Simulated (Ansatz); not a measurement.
**Two runs on Si**

System: Si (2 atoms in the cell).
Method of the first run: DFT PBE, scalar-relativistic, plane waves, PAW, no spin polarisation (Ansatz 0.2.0).

The structure derives from an entry of the Crystallography Open Database. Text and figures count atoms from 1; the logs count them from 0 in places.

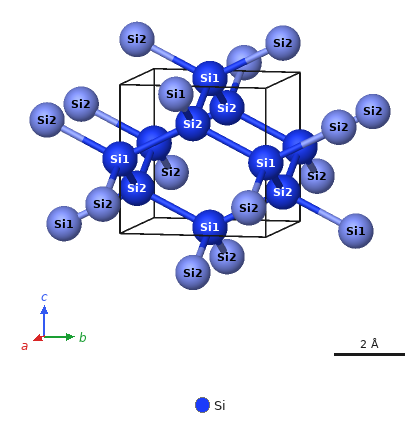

Fig. 1: The input geometry (ball-and-stick view of the cell 2 times as large as that of the calculation, set on its symmetry axes, seen slightly off an axis; neighbours outside the cell are drawn fainter; atoms are numbered from 1 in the order of the input). An atom can appear more than once, as a periodic image. Near neighbours in the periodic cell (some may lie outside the picture): Si has 4 Si at 2.41 Å.

## The input, the first run
```yaml
crystal:
  lattice:
    - [0.0, 3.048165462, 2.1550529816]
    - [3.048165462, 0.0, 2.1550529816]
    - [3.048165462, 3.048165462, 0.0]
  atoms:
    - { symbol: Si, position: [0.5, 0.5, 0.5] }
    - { symbol: Si, position: [0.75, 0.75, 0.75] }
basis:
  ecutwfc: 420
kpoints:
  mp_grid: { grid: [10, 10, 10] }
hamiltonian:
  xc: pbe
scf:
  occupations: { method: gaussian, width: 0.05 }
output:
  forces: true
  stress: true
  eigenvalues: true
```

Command:
```bash
ansatz run input.yaml --threads 1 --pin off --max-ram 2560MiB --backend cpu --events-out ev --progress --plain --runs-dir out
```

Hardware: 1 thread of Intel Xeon (Granite Rapids), 32 GiB of memory available, shared host.

## Output, shortened to warnings, some set-up lines, iterations and results (the first run)
```
Basis set: ecut = 420 eV, 767 PW (Γ), exchange–correlation on 50×50×60 points (8 copies of the dense FFT grid, shifted against one another)
Symmetry: 16 space group operations
k-points: 102 of 1000
Initial density: superposition of atomic densities (neutral atoms: chi_scale 0, normalization atom), corrected by the library's trained network
[...]
SCF iter   1: F=—  HF=-1271.082816 eV  |F-HF|=—  |Δ(HF+E_count)|=         —  Δρ=1.75e-3  dr2=1.08e-3  ethr=1.77e-3  ⟨swp⟩=6.0  Hψ=7182  notcnv=0
SCF iter   2: F=—  HF=-1271.083206 eV  |F-HF|=—  |Δ(HF+E_count)|=   3.90e-4  Δρ=8.64e-4  dr2=2.50e-4  ethr=1.35e-5  ⟨swp⟩=1.9  Hψ=1843  notcnv=0
SCF iter   3: F=—  HF=-1271.083319 eV  |F-HF|=—  |Δ(HF+E_count)|=   1.13e-4  Δρ=9.39e-5  dr2=2.63e-6  ethr=3.13e-6  ⟨swp⟩=2.2  Hψ=1221  notcnv=0
SCF iter   4: F=—  HF=-1271.083324 eV  |F-HF|=—  |Δ(HF+E_count)|=   5.17e-6  Δρ=1.37e-5  dr2=8.98e-8  ethr=3.28e-8  ⟨swp⟩=2.3  Hψ=1164  notcnv=0
SCF iter   5: F=-1271.083324 eV  HF=-1271.083324 eV  |F-HF|=6.66e-9  |Δ(HF+E_count)|=   8.97e-8  Δρ=5.02e-6  dr2=5.49e-9  ethr=1.12e-9  ⟨swp⟩=2.4  Hψ=1197  notcnv=0
SCF iter   6: F=-1271.083324 eV  HF=-1271.083324 eV  |F-HF|=1.71e-10  |Δ(HF+E_count)|=   7.43e-9  Δρ=1.34e-6  dr2=4.06e-10  ethr=6.87e-11  ⟨swp⟩=1.9  Hψ=2667  notcnv=0
SCF 1 converged in 6 iterations: F = -1271.083324 eV  dr2 = 4.06e-10
SCF converged after 6 iterations
Free energy (F): -1271.083324 eV
Harris-Foulkes:  -1271.083324 eV  (|F-HF|=1.71e-10)
Internal energy: -1271.082907 eV  (E = F + TS)
E sigma→0 (E₀):  -1271.083115 eV
Entropy (-TS):   -0.000417 eV (-0.209 meV/atom)
Fermi energy:    6.201094 eV
--- Per-component energies (eV) ---
  E_band       = 10.693532
  E_kinetic    = 78.761688
  E_local      = -45.785825  (includes V_loc(G=0)·N_el)
  E_nonlocal   = 51.295126
  E_hartree    = 11.718024
  E_xc         = -109.571460
  E_vxc        = -92.428541  (∫ρ·V_xc dr)
  E_paw        = -1025.152513  (= ΣΔE_a)
  E_vpaw       = -4.585007  (= ΣTr[D̂ρ^β])
  E_aug_tail   = 0.000012  (compensation charges beyond the density's cutoff)
  E_ewald      = -232.347959
  E_smearing   = -0.000417  (= −TS)
  E_closure    = 0.000000  (closes the sum)
  Σ components = -1271.083324   (vs F -1271.083324, Δ=0.00e0)
--- Forces (eV/Å), atoms counted from 1 ---
  atom   1  Si    -0.00000000     0.00000000     0.00000000
  atom   2  Si    -0.00000000     0.00000000     0.00000000
  max |Σ_I F_I| component: 4.16e-17 eV/Å
--- Stress (GPa, compression-positive) ---
       -7.034160       0.000000       0.000000
        0.000000      -7.034160       0.000000
        0.000000       0.000000       5.546062
  P = ⅓ Tr σ = -2.8408 GPa (-28.408 kbar)
```

The input of the second run differs as follows (lines with − go, lines with + come):
```diff
-    - [0.0, 3.048165462, 2.1550529816]
-    - [3.048165462, 0.0, 2.1550529816]
-    - [3.048165462, 3.048165462, 0.0]
+    - [0.0, 2.9499419844, 2.3009547478]
+    - [2.9499419844, 0.0, 2.3009547478]
+    - [2.9499419844, 2.9499419844, 0.0]
```

How does the second run compare with the first run?

With the same functional and potentials, the second run lies 102.3 meV per atom lower. The pressure goes from −2.84 to −0.61 GPa. The number of SCF iterations is the same. The plane waves at Γ go from 767 to 779.

## Output, shortened to warnings, some set-up lines, iterations and results (the second run)
```
Basis set: ecut = 420 eV, 779 PW (Γ), exchange–correlation on 54×54×60 points (8 copies of the dense FFT grid, shifted against one another)
Symmetry: 16 space group operations
k-points: 102 of 1000
Initial density: superposition of atomic densities (neutral atoms: chi_scale 0, normalization atom), corrected by the library's trained network
[...]
SCF iter   1: F=—  HF=-1271.287404 eV  |F-HF|=—  |Δ(HF+E_count)|=         —  Δρ=1.54e-3  dr2=8.04e-4  ethr=1.77e-3  ⟨swp⟩=6.1  Hψ=7310  notcnv=0
SCF iter   2: F=—  HF=-1271.287805 eV  |F-HF|=—  |Δ(HF+E_count)|=   4.02e-4  Δρ=9.80e-4  dr2=3.72e-4  ethr=1.01e-5  ⟨swp⟩=1.9  Hψ=1839  notcnv=0
SCF iter   3: F=—  HF=-1271.287957 eV  |F-HF|=—  |Δ(HF+E_count)|=   1.51e-4  Δρ=2.10e-4  dr2=1.23e-5  ethr=4.65e-6  ⟨swp⟩=2.9  Hψ=1242  notcnv=0
SCF iter   4: F=—  HF=-1271.287959 eV  |F-HF|=—  |Δ(HF+E_count)|=   2.47e-6  Δρ=8.59e-5  dr2=1.65e-6  ethr=1.53e-7  ⟨swp⟩=1.1  Hψ=825  notcnv=0
SCF iter   5: F=-1271.287960 eV  HF=-1271.287960 eV  |F-HF|=2.00e-8  |Δ(HF+E_count)|=   1.20e-6  Δρ=1.71e-5  dr2=8.08e-8  ethr=2.06e-8  ⟨swp⟩=2.4  Hψ=1184  notcnv=0
SCF iter   6: F=-1271.287960 eV  HF=-1271.287960 eV  |F-HF|=2.25e-9  |Δ(HF+E_count)|=   1.18e-8  Δρ=5.58e-6  dr2=8.74e-9  ethr=1.01e-9  ⟨swp⟩=2.9  Hψ=2695  notcnv=0
SCF 1 converged in 6 iterations: F = -1271.287960 eV  dr2 = 8.74e-9
SCF converged after 6 iterations
Free energy (F): -1271.287960 eV
Harris-Foulkes:  -1271.287960 eV  (|F-HF|=2.25e-9)
Internal energy: -1271.287517 eV  (E = F + TS)
E sigma→0 (E₀):  -1271.287739 eV
Entropy (-TS):   -0.000443 eV (-0.222 meV/atom)
Fermi energy:    6.174625 eV
--- Per-component energies (eV) ---
  E_band       = 10.075017
  E_kinetic    = 79.748912
  E_local      = -49.917472  (includes V_loc(G=0)·N_el)
  E_nonlocal   = 51.608573
  E_hartree    = 13.171389
  E_xc         = -109.955774
  E_vxc        = -92.936164  (∫ρ·V_xc dr)
  E_paw        = -1025.362699  (= ΣΔE_a)
  E_vpaw       = -4.771230  (= ΣTr[D̂ρ^β])
  E_aug_tail   = 0.000012  (compensation charges beyond the density's cutoff)
  E_ewald      = -230.580459
  E_smearing   = -0.000443  (= −TS)
  E_closure    = -0.000000  (closes the sum)
  Σ components = -1271.287960   (vs F -1271.287960, Δ=0.00e0)
--- Forces (eV/Å), atoms counted from 1 ---
  atom   1  Si     0.00000000    -0.00000000     0.00000000
  atom   2  Si     0.00000000    -0.00000000     0.00000000
  max |Σ_I F_I| component: 6.94e-18 eV/Å
--- Stress (GPa, compression-positive) ---
       -4.719056       0.000000       0.000000
        0.000000      -4.719056       0.000000
        0.000000       0.000000       7.603207
  P = ⅓ Tr σ = -0.6116 GPa (-6.116 kbar)
```

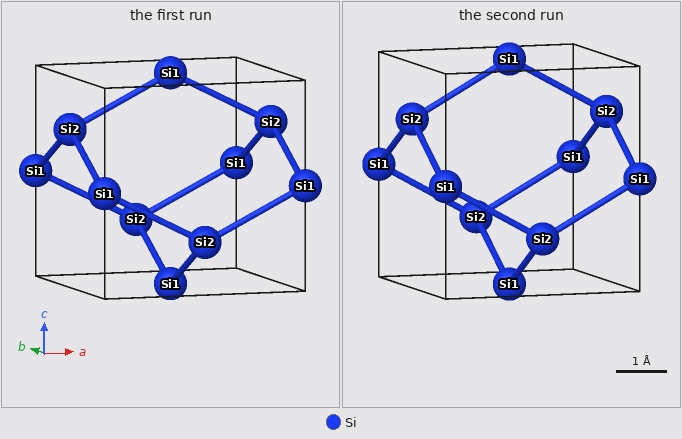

Fig. 2: The two input geometries at one scale (ball-and-stick view of the cell 2 times as large as that of the calculation, set on its symmetry axes, seen slightly off an axis). The atoms keep their places relative to the cell (all moves are under 0.005 Å). The drawn cell changes at constant volume: a = b 4.311 → 4.172 Å (−3.2 %), c 4.310 → 4.602 Å (+6.8 %). Among the contacts that change: Si1–Si2 2.410 → 2.382 Å.

## The two runs side by side

| quantity | the first run | the second run |
| --- | --- | --- |
| outcome | converged | converged |
| free energy per atom (eV) | −635.5417 | −635.6440 |
| gap on the mesh (eV) | 0.00 | 0.00 |
| pressure (GPa) | −2.84 | −0.61 |
| largest force (eV/Å) | 0.000 | 0.000 |
| SCF iterations | 6 | 6 |
| irreducible k-points | 102 | 102 |
| plane waves at Γ | 767 | 779 |
| wall time (shared host) | 1 s | 1.1 s |
